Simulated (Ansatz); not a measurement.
**TiAl$_{3}$: geometry relaxation (part 2 of 2)**

The same run, continued: TiAl$_{3}$ (Pm-3m, 4 atoms in the cell); DFT PBE, scalar-relativistic, plane waves, PAW, no spin polarisation (Ansatz 0.2.0); cutoff 420 eV, 10×10×10 k-mesh, Gaussian smearing of 0.1 eV. The structure was made by swapping elements on the sites of another compound; it need not be a known phase. It belongs to a series of runs on one base structure; here: Sc -> Ti on all its sites, cell and atoms relaxed.

Geometry of the input (Å; fractional positions):
```
4.0534  0.0000  0.0000
0.0000  4.0534  0.0000
0.0000  0.0000  4.0534
Ti 0.0000  0.0000  0.0000
Al 0.5000  0.0000  0.5000
Al 0.0000  0.5000  0.5000
Al 0.5000  0.5000  0.0000
```

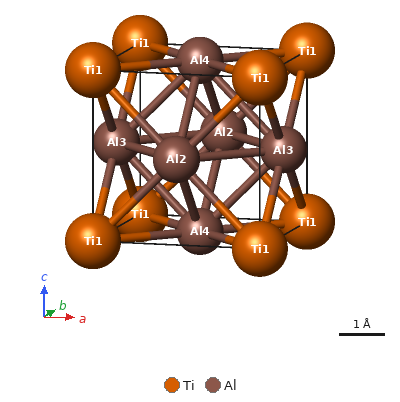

Figure 1. The geometry at step 2 of the log (ball-and-stick view of the cell of the calculation, seen slightly off an axis; atoms are numbered from 1 in the order of the input).

Output, continued
```
SCF iter   1: F=—  HF=-4113.657120 eV  |F-HF|=—  |Δ(HF+E_count)|=         —  Δρ=1.40e-3  dr2=2.50e-3  ethr=1.45e-5  ⟨swp⟩=1.0  Hψ=5375  notcnv=0
preconditioner: auto → Kerker (q_TF=auto, 2.270 Å⁻¹)  [metal: Δε(μ)=0.046 eV  Ē_g=5.460 eV  σ=0.100 eV  W_gap=0.25  n_scr=18 (ndim 8)  ℏωp=16.8 eV  f_vac=0.000  D(μ)=2.20/eV (n_scr^D=18)]
SCF iter   2: F=—  HF=-4113.656463 eV  |F-HF|=—  |Δ(HF+E_count)|=   6.57e-4  Δρ=8.72e-4  dr2=9.90e-4  ethr=1.19e-5  ⟨swp⟩=1.0  Hψ=840  notcnv=0
SCF iter   3: F=—  HF=-4113.656086 eV  |F-HF|=—  |Δ(HF+E_count)|=   3.78e-4  Δρ=1.40e-4  dr2=1.44e-5  ethr=4.71e-6  ⟨swp⟩=2.4  Hψ=1164  notcnv=0
SCF iter   4: F=—  HF=-4113.656005 eV  |F-HF|=—  |Δ(HF+E_count)|=   8.03e-5  Δρ=2.90e-5  dr2=6.44e-7  ethr=6.86e-8  ⟨swp⟩=2.6  Hψ=1200  notcnv=0
iter 5 did not close the SCF: its close was put off for the readings that it lacked (scf_convergence_deferred on its scf_iter line)
SCF iter   5: F=-4113.656005 eV  HF=-4113.656005 eV  |F-HF|=6.07e-8  |Δ(HF+E_count)|=   1.19e-7  Δρ=9.87e-6  dr2=6.85e-8  ethr=3.06e-9  ⟨swp⟩=2.6  Hψ=1304  notcnv=0
SCF iter   6: F=-4113.656005 eV  HF=-4113.656005 eV  |F-HF|=1.13e-10  |Δ(HF+E_count)|=   9.14e-9  Δρ=1.15e-6  dr2=6.89e-10  ethr=3.26e-10  ⟨swp⟩=4.9  Hψ=4160  notcnv=0
SCF 3 converged in 6 iterations: F = -4113.656005 eV  dr2 = 6.89e-10
relax step   3: F+E_penalty+E_count = -4113.65600523 eV  Δ(F+E_penalty+E_count) = -2.520e-2 eV  max|allowed force component| = 1.798e-31 eV/Å  Δτ_max = 0.0000 Å  P = -0.315 GPa  Ω = 63.233 Å³  energy of the carried Pulay correction = +1.210e-3 eV  (6 SCF iters, dr2 threshold 4.00e-7 eV, accepted)
Crystal: 4 atoms, lattice volume = 63.049 Å³
iter 1 solved again at ethr=7.49e-8 eV; its pass at ethr=3.10e-3 eV (dr2=1.57e-5 eV) is discarded
SCF iter   1: F=—  HF=-4113.656341 eV  |F-HF|=—  |Δ(HF+E_count)|=         —  Δρ=1.04e-4  dr2=1.38e-5  ethr=7.49e-8  ⟨swp⟩=2.0  Hψ=5210  notcnv=0
preconditioner: auto → Kerker (q_TF=auto, 2.272 Å⁻¹)  [metal: Δε(μ)=0.037 eV  Ē_g=5.465 eV  σ=0.100 eV  W_gap=0.21  n_scr=18 (ndim 8)  ℏωp=16.9 eV  f_vac=0.000  D(μ)=2.19/eV (n_scr^D=18)]
SCF iter   2: F=—  HF=-4113.656261 eV  |F-HF|=—  |Δ(HF+E_count)|=   7.99e-5  Δρ=6.36e-5  dr2=5.16e-6  ethr=6.59e-8  ⟨swp⟩=1.0  Hψ=840  notcnv=0
iter 3 did not close the SCF: its close was put off for the readings that it lacked (scf_convergence_deferred on its scf_iter line)
SCF iter   3: F=-4113.656259 eV  HF=-4113.656259 eV  |F-HF|=8.90e-8  |Δ(HF+E_count)|=   2.09e-6  Δρ=1.10e-5  dr2=1.25e-7  ethr=2.46e-8  ⟨swp⟩=2.2  Hψ=1156  notcnv=0
iter 4 did not close the SCF: its close was put off for the readings that it lacked (scf_convergence_deferred on its scf_iter line)
SCF iter   4: F=-4113.656259 eV  HF=-4113.656259 eV  |F-HF|=2.07e-8  |Δ(HF+E_count)|=   4.30e-8  Δρ=4.86e-6  dr2=2.29e-8  ethr=5.95e-10  ⟨swp⟩=2.0  Hψ=1168  notcnv=0
iter 5 did not close the SCF: its close was put off for the readings that it lacked (scf_convergence_deferred on its scf_iter line)
SCF iter   5: F=-4113.656259 eV  HF=-4113.656259 eV  |F-HF|=1.32e-9  |Δ(HF+E_count)|=   2.81e-9  Δρ=1.14e-6  dr2=1.54e-9  ethr=1.09e-10  ⟨swp⟩=1.9  Hψ=927  notcnv=0
SCF iter   6: F=-4113.656259 eV  HF=-4113.656259 eV  |F-HF|=7.28e-12  |Δ(HF+E_count)|=  1.64e-10  Δρ=1.23e-7  dr2=1.02e-11  ethr=7.32e-12  ⟨swp⟩=4.0  Hψ=3496  notcnv=0
SCF 4 converged in 6 iterations: F = -4113.656259 eV  dr2 = 1.02e-11
relax step   4: F+E_penalty+E_count = -4113.65625855 eV  Δ(F+E_penalty+E_count) = -2.533e-4 eV  max|allowed force component| = 1.382e-31 eV/Å  Δτ_max = 0.0000 Å  P = -0.007 GPa  Ω = 63.049 Å³  energy of the carried Pulay correction = +1.278e-3 eV  (6 SCF iters, dr2 threshold 2.48e-7 eV, accepted)
Basis set: ecut = 420 eV, 1237 PW (Γ), exchange–correlation on 54×54×54 points (8 copies of the dense FFT grid, shifted against one another)
Initial wavefunctions: pseudopotential atomic-orbital guess (no wavefunctions were taken with the density)
iter 1 solved again at ethr=5.66e-8 eV; its pass at ethr=3.10e-3 eV (dr2=1.19e-5 eV) is discarded
SCF iter   1: F=—  HF=-4113.655119 eV  |F-HF|=—  |Δ(HF+E_count)|=         —  Δρ=4.73e-5  dr2=2.25e-7  ethr=5.66e-8  ⟨swp⟩=2.8  Hψ=6869  notcnv=0
preconditioner: auto → Kerker (q_TF=auto, 2.272 Å⁻¹)  [metal: Δε(μ)=0.038 eV  Ē_g=5.466 eV  σ=0.100 eV  W_gap=0.21  n_scr=18 (ndim 8)  ℏωp=16.9 eV  f_vac=0.000  D(μ)=2.19/eV (n_scr^D=18)]
SCF iter   2: F=—  HF=-4113.655261 eV  |F-HF|=—  |Δ(HF+E_count)|=   1.42e-4  Δρ=2.47e-5  dr2=5.10e-8  ethr=1.07e-9  ⟨swp⟩=2.1  Hψ=1271  notcnv=0
SCF iter   3: F=—  HF=-4113.655261 eV  |F-HF|=—  |Δ(HF+E_count)|=   2.54e-7  Δρ=7.81e-6  dr2=7.52e-9  ethr=2.43e-10  ⟨swp⟩=2.2  Hψ=1371  notcnv=0
SCF iter   4: F=—  HF=-4113.655261 eV  |F-HF|=—  |Δ(HF+E_count)|=   2.63e-8  Δρ=9.79e-7  dr2=1.62e-10  ethr=3.58e-11  ⟨swp⟩=2.4  Hψ=1247  notcnv=0
iter 5 did not close the SCF: its close was put off for the readings that it lacked (scf_convergence_deferred on its scf_iter line)
SCF iter   5: F=-4113.655261 eV  HF=-4113.655261 eV  |F-HF|=1.82e-12  |Δ(HF+E_count)|=  3.91e-10  Δρ=1.19e-7  dr2=8.54e-12  ethr=1.00e-12  ⟨swp⟩=2.7  Hψ=1259  notcnv=0
SCF iter   6: F=-4113.655261 eV  HF=-4113.655261 eV  |F-HF|=9.09e-13  |Δ(HF+E_count)|=  9.09e-13  Δρ=2.62e-8  dr2=6.71e-13  ethr=1.00e-12  ⟨swp⟩=3.0  Hψ=2868  notcnv=0
SCF 5 converged in 6 iterations: F = -4113.655261 eV  dr2 = 6.71e-13
relax step   5: F+E_penalty+E_count = -4113.65526139 eV  Δ(F+E_penalty+E_count) = +9.972e-4 eV  max|allowed force component| = 7.447e-31 eV/Å  Δτ_max = 0.0000 Å  P = -0.032 GPa  Ω = 63.049 Å³  stress off target by 3.21e-2 GPa  SCF on the basis re-selected at this cell (its energy is not comparable with the rows above)  (6 SCF iters)
basis re-selected at this cell: Δ(F+E_penalty+E_count) = +9.972e-4 eV, ΔP = -0.025 GPa vs the last step (what re-selecting the basis moved, of the pressure what is left beyond the Pulay correction that the steps carried, after the strain that the cell walked since its last selection, with what the two solves' SCF thresholds leave and, on support functions, any second-order correction that the steps lacked; it is no measure of the basis error at this ecutwfc). The dense FFT grid was sized anew with the basis: this SCF ran on 27×27×27 points, the steps before it on 30×30×30, so part of this shift can come from that change (see relax.cell in the input reference). This SCF's stress stands 3.21e-2 GPa from its target on what of the cell is left free (relax.cell.stress_tol is 1.00e-1 GPa) and its largest allowed force component is 7.45e-31 eV/Å (relax.f_tol is 1.00e-2 eV/Å): within both
SCF converged after 6 iterations
Free energy (F): -4113.655261 eV
Harris-Foulkes:  -4113.655261 eV  (|F-HF|=9.09e-13)
Internal energy: -4113.644305 eV  (E = F + TS)
E sigma→0 (E₀):  -4113.649783 eV
Entropy (-TS):   -0.010957 eV (-2.739 meV/atom)
Fermi energy:    10.281646 eV
--- Per-component energies (eV) ---
  E_band       = -150.657389
  E_kinetic    = 344.513613
  E_local      = -1193.326608  (includes V_loc(G=0)·N_el)
  E_nonlocal   = 40.430884
  E_hartree    = 526.019970
  E_xc         = -218.129097
  E_vxc        = -210.773193  (∫ρ·V_xc dr)
  E_paw        = -2450.969428  (= ΣΔE_a)
  E_vpaw       = -183.542173  (= ΣTr[D̂ρ^β])
  E_aug_tail   = 0.000120  (compensation charges beyond the density's cutoff)
  E_ewald      = -1162.183758
  E_smearing   = -0.010957  (= −TS)
  E_closure    = -0.000000  (closes the sum)
  Σ components = -4113.655261   (vs F -4113.655261, Δ=0.00e0)
--- Forces (eV/Å), atoms counted from 1 ---
  atom   1  Ti     0.00000000    -0.00000000     0.00000000
  atom   2  Al     0.00000000     0.00000000    -0.00000000
  atom   3  Al     0.00000000     0.00000000     0.00000000
  atom   4  Al     0.00000000     0.00000000     0.00000000
  max |Σ_I F_I| component: 1.23e-30 eV/Å
--- Stress (GPa, compression-positive) ---
       -0.032106       0.000000       0.000000
        0.000000      -0.032106       0.000000
        0.000000       0.000000      -0.032106
  P = ⅓ Tr σ = -0.0321 GPa (-0.321 kbar)
--- Band table (eV; the first three rows and the last of 56) ---
  k-point 0: bands = ["-46.7173", "-23.0217", "-23.0217", "-23.0217", "-0.4653", "7.1947", "7.1947", "8.0972", "8.0972", "8.0972", "10.4081", "10.4081", "10.4081", "10.9839", "14.2168"]
  k-point 1: bands = ["-46.7172", "-23.0235", "-23.0216", "-23.0216", "-0.3694", "6.4473", "7.2603", "8.0934", "8.0934", "8.5168", "10.4295", "10.4298", "10.4298", "11.3973", "13.8957"]
  k-point 2: bands = ["-46.7170", "-23.0281", "-23.0213", "-23.0213", "-0.0841", "5.2558", "7.4475", "8.0801", "8.0801", "9.0566", "10.4871", "10.5098", "10.5098", "12.1058", "13.1674"]
  k-point 55: bands = ["-46.7152", "-23.0356", "-23.0356", "-23.0356", "5.1288", "5.1288", "5.1288", "5.3400", "6.7731", "6.7731", "6.7731", "10.4318", "11.4541", "11.4541", "12.9600"]
--- Relaxed structure (4 steps of the walk, 4 accepted, 1 SCFs on fresh bases) ---
  F+E_penalty+E_count = -4113.65526139 eV   max|allowed force component| = 7.447e-31 eV/Å   (the final SCF, on the basis selected at the relaxed cell)
  cell:  # Å, volume = 63.0488 Å³
    - [3.980083700462524, -3.1296361596292583e-34, 8.907425992790964e-34]
    - [-3.1296361596292583e-34, 3.980083700462524, 6.419766481290787e-35]
    - [8.907425992790964e-34, 6.419766481290787e-35, 3.980083700462524]
  atoms:
    - { symbol: Ti, position: [-1.7261075955261808e-35, -9.898824920577823e-37, -7.424118690432516e-37] }
    - { symbol: Al, position: [0.5, -2.969647476173709e-36, 0.5] }
    - { symbol: Al, position: [8.228398215231788e-36, 0.5, 0.5] }
    - { symbol: Al, position: [0.5, 0.5, 2.4747062301439967e-37] }
```

Trajectory as extended XYZ (Å, eV, eV/Å), 5 frames, from step=1 to step=5
```
4
Lattice="4.0534 0.0000 0.0000 0.0000 4.0534 0.0000 0.0000 0.0000 4.0534" Properties=species:S:1:pos:R:3:forces:R:3 step=1 energy=-4113.59445 pressure_GPa=-5.21
Ti    0.0000    0.0000    0.0000    0.0000   0.0000   0.0000
Al    2.0267    0.0000    2.0267    0.0000   0.0000   0.0000
Al    0.0000    2.0267    2.0267    0.0000   0.0000   0.0000
Al    2.0267    2.0267    0.0000    0.0000   0.0000   0.0000
4
Lattice="3.9338 0.0000 0.0000 0.0000 3.9338 0.0000 0.0000 0.0000 3.9338" Properties=species:S:1:pos:R:3:forces:R:3 step=2 energy=-4113.63080 pressure_GPa=4.00
Ti    0.0000    0.0000    0.0000    0.0000   0.0000   0.0000
Al    1.9669    0.0000    1.9669    0.0000   0.0000   0.0000
Al    0.0000    1.9669    1.9669    0.0000   0.0000   0.0000
Al    1.9669    1.9669    0.0000    0.0000   0.0000   0.0000
4
Lattice="3.9840 0.0000 0.0000 0.0000 3.9840 0.0000 0.0000 0.0000 3.9840" Properties=species:S:1:pos:R:3:forces:R:3 step=3 energy=-4113.65600 pressure_GPa=-0.32
Ti    0.0000    0.0000    0.0000    0.0000   0.0000   0.0000
Al    1.9920    0.0000    1.9920    0.0000   0.0000   0.0000
Al    0.0000    1.9920    1.9920    0.0000   0.0000   0.0000
Al    1.9920    1.9920    0.0000    0.0000   0.0000   0.0000
4
Lattice="3.9801 0.0000 0.0000 0.0000 3.9801 0.0000 0.0000 0.0000 3.9801" Properties=species:S:1:pos:R:3:forces:R:3 step=4 energy=-4113.65626 pressure_GPa=-0.01
Ti    0.0000    0.0000    0.0000    0.0000   0.0000   0.0000
Al    1.9900    0.0000    1.9900    0.0000   0.0000   0.0000
Al    0.0000    1.9900    1.9900    0.0000   0.0000   0.0000
Al    1.9900    1.9900    0.0000    0.0000   0.0000   0.0000
4
Lattice="3.9801 0.0000 0.0000 0.0000 3.9801 0.0000 0.0000 0.0000 3.9801" Properties=species:S:1:pos:R:3:forces:R:3 step=5 energy=-4113.65526 pressure_GPa=-0.03
Ti    0.0000    0.0000    0.0000    0.0000   0.0000   0.0000
Al    1.9900    0.0000    1.9900    0.0000   0.0000   0.0000
Al    0.0000    1.9900    1.9900    0.0000   0.0000   0.0000
Al    1.9900    1.9900    0.0000    0.0000   0.0000   0.0000
```

Results in brief

```json
{"quantity": "outcome", "value": "converged"}
{"quantity": "space group (tolerance 0.01 Å)", "value": "Pm-3m (221)"}
{"quantity": "electrons treated", "value": "21"}
{"quantity": "free energy", "value": "−4113.6553 eV"}
{"quantity": "Fermi energy", "value": "10.282 eV"}
{"quantity": "gap on the k-point mesh", "value": "none (metallic)"}
{"quantity": "pressure", "value": "−0.03 GPa"}
{"quantity": "final volume", "value": "63.05 Å³"}
{"quantity": "largest force (length of the vector) at the end", "value": "under 0.001 eV/Å"}
{"quantity": "final cell", "value": "a = 3.980 Å, b = 3.980 Å, c = 3.980 Å, α = 90.00°, β = 90.00°, γ = 90.00°"}
{"quantity": "hardware", "value": "1 thread of Oxide Virtual Turin-like (Zen 5), 32 GiB of memory available, shared host"}
{"quantity": "wall time", "value": "20 s"}
{"quantity": "peak memory", "value": "0.42 GiB"}
```
